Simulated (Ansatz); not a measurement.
System: CaO, space group F-43m (No. 216) (cell built by us, not taken from a database).

Structure:
```
CELL_PARAMETERS angstrom
0.00000 2.62183 2.62183
2.62183 0.00000 2.62183
2.62183 2.62183 0.00000
ATOMIC_POSITIONS crystal
Ca 0.00000 0.00000 0.00000
O 0.25000 0.25000 0.25000
```

Input of one of the runs behind the figure:
```
crystal:
  lattice:
    - [0.0, 2.6218300245, 2.6218300245]
    - [2.6218300245, 0.0, 2.6218300245]
    - [2.6218300245, 2.6218300245, 0.0]
  atoms:
    - { symbol: Ca, position: [0.0, 0.0, 0.0] }
    - { symbol: O, position: [0.25, 0.25, 0.25] }
kpoints:
  mp_grid: { grid: [11, 11, 11] }
  band_path:
    path:
      - [0.0, 0.0, 0.0]
      - [-0.5, -0.5, 0.0]
      - [-0.375, -0.375, 0.25]
      - [-0.375, 0.0, 0.375]
      - [0.0, 0.0, 0.0]
      - [0.0, 0.0, 0.5]
      - [-0.5, -0.25, 0.25]
      - [-0.5, -0.5, 0.0]
    npoints: 8
scf:
  occupations: { method: fermi_dirac, width: 0.05 }
hamiltonian:
  xc: pbe
  pseudopotentials: { kind: all_electron, lapw: { basis_error: 0.00025 } }
output:
  forces: true
  stress: true
  eigenvalues: true
  populations: true
  dos: { projected: true, de: 0.2, e_range: [-14, 8] }
```

Launched with:
```bash
ansatz run input.yaml --threads 1 --pin off --max-ram 2048MiB --backend cpu --events-out ev --progress --plain --runs-dir out
```

How it was computed, with Ansatz 0.2.0: periodic Kohn-Sham DFT of a crystal at fixed atoms, scaled to the stated factor times the given cell; pressure positive in compression, energy less spherical unpolarised free atoms. Level: PBE.

- method: all-electron LAPW
- relativity: scalar
- k mesh: 11×11×11
- occupations: Fermi–Dirac
- smearing width: 0.05 eV
- basis error target: 0.25 (meV/atom)
- nucleus: Gaussian

V(given) is 18.02 Å³/atom.

Predict the energy less free atoms and pressure against V/V(given). The V/V(given) takes the values 0.941, 0.980, 1.000, 1.020, 1.060.

A third-order Birch–Murnaghan fit gives V0 = 18.02 Å³/atom, B0 = 75.9 GPa and B′ = 4.1. The energy less free atoms is −6.2098 eV/atom at V/V(given) 0.941 and −6.2126 eV/atom at 1.060; the lowest computed point is at V/V(given) 1.000 (−6.2265 eV/atom), and no other minimum shows among the points. The pressure falls from 5.279 GPa at V/V(given) 0.941 to −3.923 GPa at 1.060, and changes sign near 1.000.

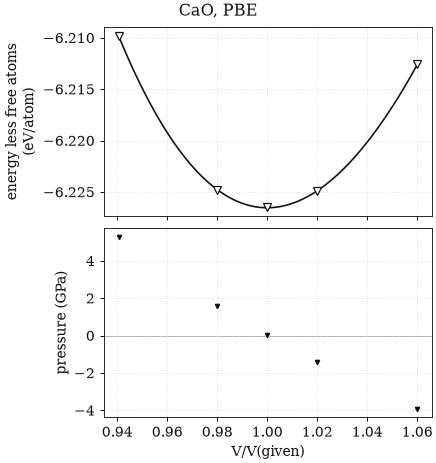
